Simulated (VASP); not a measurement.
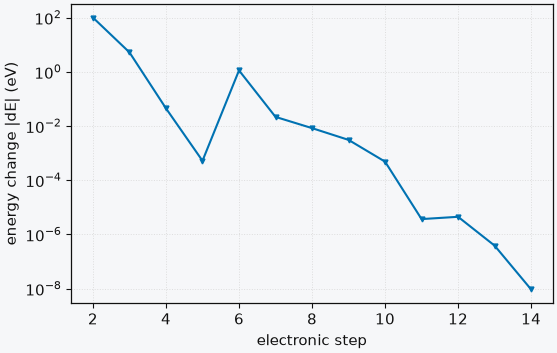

The plot shows the electronic steps of a calculation: energy change |dE|.

NaF (2 atoms in the cell), run with VASP.

INCAR
```
SIGMA = 0.020000
EDIFF = 1.00e-07
GGA = PE
PREC = Accurate
IBRION = -1
ISIF = 2
ISMEAR = -1
NBANDS = 14
NSW = 0
LASPH = .TRUE.
LCHARG = .FALSE.
LWAVE = .FALSE.
LREAL = .FALSE.
NELM = 51
ENCUTT = 520
```

KPOINTS
```
KPOINTS created by Atomic Simulation Environment
0
Gamma
8 8 8
0 0 0
```

POSCAR
```
Na F
 1.0000000000000000
    -0.0403965482000000    2.5217462002000000    2.5217462002000000
     2.5217462002000000   -0.0403965482000000    2.5217462002000000
     2.5217462002000000    2.5217462002000000   -0.0403965482000000
 Na  F
   1   1
Cartesian
 -0.0089246222171929 -0.0089246222171929 -0.0089246222171929
  1.2596985852671925  1.2596985852671925  1.2596985852671925
```

> How did this run end?

Converged, in 14 steps. The energy change comes down, with one marked jump up, by about 3 orders of magnitude, at step 6. The jump at step 6 comes where the charge density, held fixed for the first 5 steps, starts to be updated.

> Is anything amiss with this input?

The input holds a fault (misspelt tag). The SCF closed all the same, which doesn't make the results meaningful for the real system.
